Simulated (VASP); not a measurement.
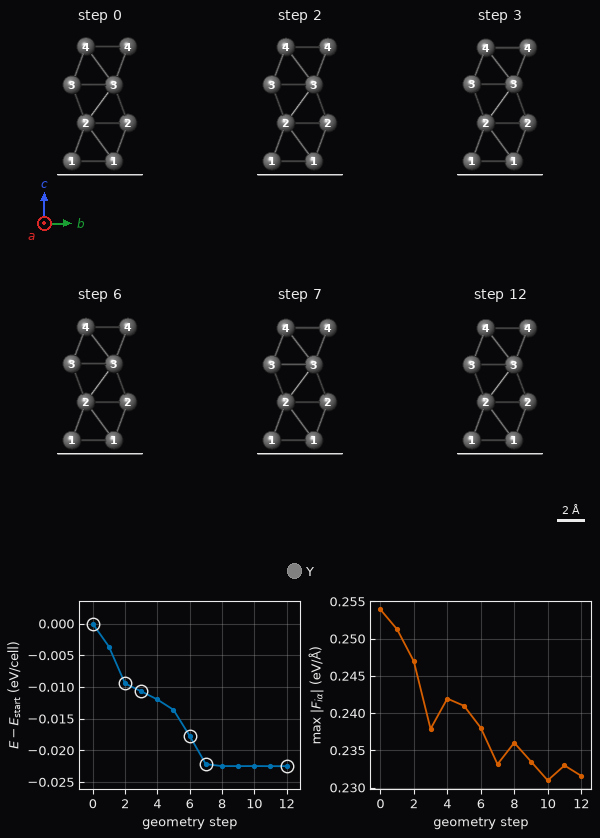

Frames of a relaxation of a slab of composition Y, marked on the history of the run. A ball-and-stick model of the 2 × 2 repeat of the cell, outlined in the plane, without the vacuum, seen along the a axis.

The run lets the atoms move in a fixed cell. 2 atoms are held fixed.

Theory: Kohn-Sham DFT of a periodic cell, PBE with D3, VASP PAW PBE potentials, recommended (VASP 6.6.1).

Input
```
PREC     = Accurate       # precision mode
ENCUT    = 520            # plane-wave cutoff, eV
EDIFF    = 1E-6           # SCF threshold, eV
ISMEAR   = 0              # smearing method
SIGMA    = 0.05           # smearing width, eV
LREAL    = False          # projectors in reciprocal space
LASPH    = True           # aspherical terms in the spheres
NELM     = 100            # most SCF steps
ALGO     = Fast           # electronic algorithm
ISIF     = 2              # what is computed and relaxed
LWAVE    = False          # write WAVECAR
LCHARG   = False          # write CHGCAR
LDIPOL   = True         
IDIPOL   = 3            
DIPOL    = 0.5 0.5 0.500
GGA      = PE             # functional
IVDW     = 11             # dispersion correction
IBRION   = 2              # ionic algorithm
NSW      = 40             # ionic steps
EDIFFG   = -0.005         # ionic threshold
```

Launched with:
```bash
cat potpaw_PBE.64/Y_sv/POTCAR > POTCAR
mpirun -np 1 vasp_std > vasp.out
```

Question: What happens along the run?

Answer: The atom that moves furthest is Y4 (0.20 Å along the normal (−c)). The cell stays as it was. Near-neighbour distances that change, for instance: Y3–Y4 3.564 → 3.456 Å, Y2–Y3 3.564 → 3.512 Å. After 12 geometry steps the energy has fallen by 22.5 meV per cell of the calculation. Largest force component: 0.25 eV/Å at the start, 0.23 eV/Å at the end. It ran on 1 thread of Intel(R) Xeon(R) Platinum 8488C (Sapphire Rapids), on a shared host. From step 0 to 2: Y4 moves most (0.04 Å), energy −9.4 meV per cell of the calculation. From step 2 to 3: Y4 moves most (0.06 Å), energy −1.2 meV per cell of the calculation. From step 3 to 6: Y3 moves most (0.05 Å), energy −7.0 meV per cell of the calculation. From step 6 to 7: Y4 moves most (0.06 Å), energy −4.5 meV per cell of the calculation. From step 7 to 12: Y4 moves most (0.02 Å), energy −0.3 meV per cell of the calculation.

| step | E − E(0), meV/atom | largest force component, eV/Å |
| --- | --- | --- |
| 0 | 0.00 | 0.2539 |
| 1 | -0.90 | 0.2513 |
| 2 | -2.36 | 0.2470 |
| 3 | -2.67 | 0.2379 |
| 4 | -2.99 | 0.2420 |
| 5 | -3.40 | 0.2410 |
| 6 | -4.43 | 0.2380 |
| 7 | -5.54 | 0.2331 |
| 8 | -5.62 | 0.2360 |
| 9 | -5.62 | 0.2335 |
| 10 | -5.62 | 0.2310 |
| 11 | -5.62 | 0.2330 |
| 12 | -5.62 | 0.2316 |
